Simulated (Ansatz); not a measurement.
## YCrB4 (Pbam): spin-orbit coupling beyond the local functionals

How far does spin-orbit coupling move the gap of YCrB4 (Pbam)?

Method: density functionals with and without spin-orbit coupling, plane waves, PAW, in Ansatz 0.2.0.

**What was measured.**

- Gap 200 meV: band gap from B K-edge XAS/XES; X-ray absorption and emission spectroscopy; 300 K; bulk crystal (arc-melted crystal) (“Electronic topological transition of 2D boron by the ion exchange reaction”, 2022, arxiv:2205.05259).

Report form: the programs' logs are mostly left out.

**1. Starting point**

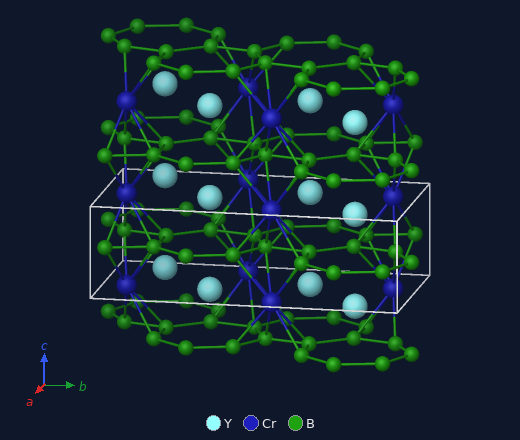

The cell as given, slightly off an axis (yttrium light teal, chromium blue, boron green). 1×1×2 cells are drawn. Some periodic images of atoms are drawn too.

Geometry: measured cell, ions relaxed with LDA. The runs that relaxed it are not among those shown. The default PAW set here is soft_2. Its files were made with PBE.

**2. HSE06, 2×2×4 mesh**

This step: DFT, HSE06, plane waves, PAW.

Contents of input.yaml:

```yaml
crystal:
  lattice:
    - [5.972, 0.0, 0.0]
    - [0.0, 11.46, 0.0]
    - [0.0, 0.0, 3.461]
  atoms:
    - { symbol: "Y", position: [0.1241200582, 0.1503666462, 0.0] }
    - { symbol: "Y", position: [0.8758799418, 0.8496333538, 0.0] }
    - { symbol: "Y", position: [0.6241200582, 0.3496333538, 0.0] }
    - { symbol: "Y", position: [0.3758799418, 0.6503666462, 0.0] }
    - { symbol: Cr, position: [0.1201299701, 0.4217788391, 0.0] }
    - { symbol: Cr, position: [0.8798700299, 0.5782211609, 0.0] }
    - { symbol: Cr, position: [0.6201299701, 0.0782211609, 0.0] }
    - { symbol: Cr, position: [0.3798700299, 0.9217788391, 0.0] }
    - { symbol: B, position: [0.2788787008, 0.3166664432, 0.5] }
    - { symbol: B, position: [0.7211212992, 0.6833335568, 0.5] }
    - { symbol: B, position: [0.7788787008, 0.1833335568, 0.5] }
    - { symbol: B, position: [0.2211212992, 0.8166664432, 0.5] }
    - { symbol: B, position: [0.4755978654, 0.19122572, 0.5] }
    - { symbol: B, position: [0.5244021346, 0.80877428, 0.5] }
    - { symbol: B, position: [0.9755978654, 0.30877428, 0.5] }
    - { symbol: B, position: [0.0244021346, 0.69122572, 0.5] }
    - { symbol: B, position: [0.3876900757, 0.0465439879, 0.5] }
    - { symbol: B, position: [0.6123099243, 0.9534560121, 0.5] }
    - { symbol: B, position: [0.8876900757, 0.4534560121, 0.5] }
    - { symbol: B, position: [0.1123099243, 0.5465439879, 0.5] }
    - { symbol: B, position: [0.3611603249, 0.4674623973, 0.5] }
    - { symbol: B, position: [0.6388396751, 0.5325376027, 0.5] }
    - { symbol: B, position: [0.8611603249, 0.0325376027, 0.5] }
    - { symbol: B, position: [0.1388396751, 0.9674623973, 0.5] }
kpoints:
  mp_grid: { grid: [2, 2, 4] }
  band_path:
    path:
      - [0.0, 0.0, 0.0]
      - [0.5, 0.0, 0.0]
      - [0.5, 0.5, 0.0]
      - [0.0, 0.5, 0.0]
      - [0.0, 0.0, 0.5]
      - [0.5, 0.0, 0.5]
      - [0.5, 0.5, 0.5]
      - [0.0, 0.5, 0.5]
      - [0.25, 0.0, 0.0]
      - [0.0, 0.0, 0.3333333333]
    npoints: 1
hamiltonian:
  xc: hse06
scf:
  occupations: { method: fixed }
  n_extra_bands: 12
output:
  eigenvalues: true
```

The run is started by

```sh
ansatz run input.yaml --threads 24 --pin off --max-ram 82944MiB --backend cuda --events-out ev --progress --plain --runs-dir out --devices 1 --max-vram 78GiB
```

Wall time 17 s (1 × NVIDIA GB200 (shared by 2 runs) with 24 threads of Arm Neoverse V2, shared host); peak memory 2.2 GiB.

Numbers from this step:

| Item | Value |
| --- | --- |
| gap | 0.5810 eV |
| valence top at | k = (0.250, 0.000, 0.000) |
| conduction bottom at | k = (0.000, 0.000, 0.333) |
| least direct gap | 0.7514 eV |
| exact-exchange fraction | 0.25 |

The gap is indirect, with the least direct gap 0.17 eV higher.

**3. HSE06+SOC, 2×2×4 mesh**

Spin-orbit coupling can split or shift the edges; a non-collinear run measures by how much.

This step: DFT, HSE06 with spin-orbit coupling, plane waves, PAW.

input.yaml: that of step 2 with these lines changed.

```diff
@@ -48,4 +48,7 @@
 scf:
-  occupations: { method: fixed }
-  n_extra_bands: 12
+  occupations: { method: fermi_dirac, width: 0.02 }
+  n_extra_bands: 24
+magnetization:
+  noncollinear: true
+  spin_orbit: true
 output:
```

Elapsed: 56 s, on 1 × NVIDIA GB200 (shared by 2 runs) with 24 threads; peak memory 5.8 GiB.

Numbers from this step:

```yaml
gap: 0.5790 eV
valence_top_at: k = (0.250, 0.000, 0.000)
conduction_bottom_at: k = (0.000, 0.000, 0.333)
least_direct_gap: 0.7552 eV
exact_exchange_fraction: 0.25
```

The gap is that of HSE06.

**4. Together**

Times are wall times on 1 × NVIDIA GB200 (shared by 2 runs) with 24 threads of Arm Neoverse V2, shared host, good to a factor of about two.

```
level  gap (eV)  with coupling (eV)  change (eV)  time  with coupling
HSE06      0.58                0.58       −0.002  17 s           56 s
```

**5. Results**

| Quantity | Value |
| --- | --- |
| HSE06 | 0.58 eV |
| HSE06+SOC | 0.58 eV |

**Reading.** Spin-orbit coupling changes the gap by −0.002 eV and the least direct gap by +0.004 eV. Against experiment, by HSE06+SOC: the gap of 0.58 eV lies +0.38 eV from the measured 200 meV (electronic, 300 K, 2022). The lattice is static and excitons are left out. The runs have no spin polarisation. For a closed low-spin shell that is the natural state; where a d or f shell is open it is a constraint, and the gap is then not the crystal's own.

[Paths, hosts, dates, memory and timing lines, banners, echoed tables and standing remarks are left out of the program output.]

[Logs are printed without paths, hosts, clocks, repeated set-up lines and the standing remarks that a program may print on its own settings, such as how far it seeks lower states.]

[Runs of the session that timed out or met a known fault of the program may be left out.]

[Cells called generated may have been cut or substituted from an entry of the Crystallography Open Database or the Materials Project.]

[Hosts, paths, dates, database ids (printed as entryN), source tags and the programs' standing remarks are cut or masked in the printed files.]
